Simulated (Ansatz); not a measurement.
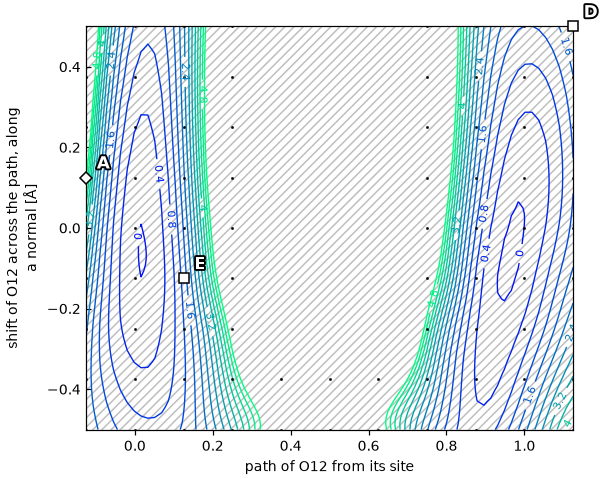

SiO₂ (P3_121 phase) with one O vacancy (17 atoms in the cell, cell charge +2). An atom moved over a plane that holds its own site and a neighbouring vacancy (x along [−1 0 1], y along [3 0 1], z along [0 1 0] of the conventional cell). The first coordinate is: path of O12 from its site (0) to the vacancy (1), 2.613 Å; the second: shift of O12 across the path, along a normal. Nothing is relaxed (all other atoms held at the sites of the perfect crystal). The grid has 11 × 9 points. At 21 points there is no value (left out of the scan, as a rule where atoms come close). Points are written as (first, second). Energies are in eV per cell, from the lowest grid point. The lowest point has no gap; 50 points of the grid have one on the k-mesh. The cell is charged on a uniform background, without a charge correction. Level of theory: DFT LDA, scalar-relativistic, plane waves, PAW (Ansatz). Settings: cutoff 420 eV, k-mesh 4×4×2, gaussian smearing 0.05 eV, no spin polarisation.

Drawn: contour lines labelled in eV (none above 5.2), dots at the grid points, hatched blanks where no value was computed, lettered points. Between grid points the surface is interpolated.

**Is D the lowest point of the computed grid?**

No. D lies 2.0 eV above the lowest grid point, which is at (1.000, 0.000 Å) [nearest 2 Si at 1.61 Å].

**Rank the lettered points by energy, lowest first.**

E (1.4 eV), D (2.0 eV), A (5.2 eV).

PAW datasets: the set soft_1.
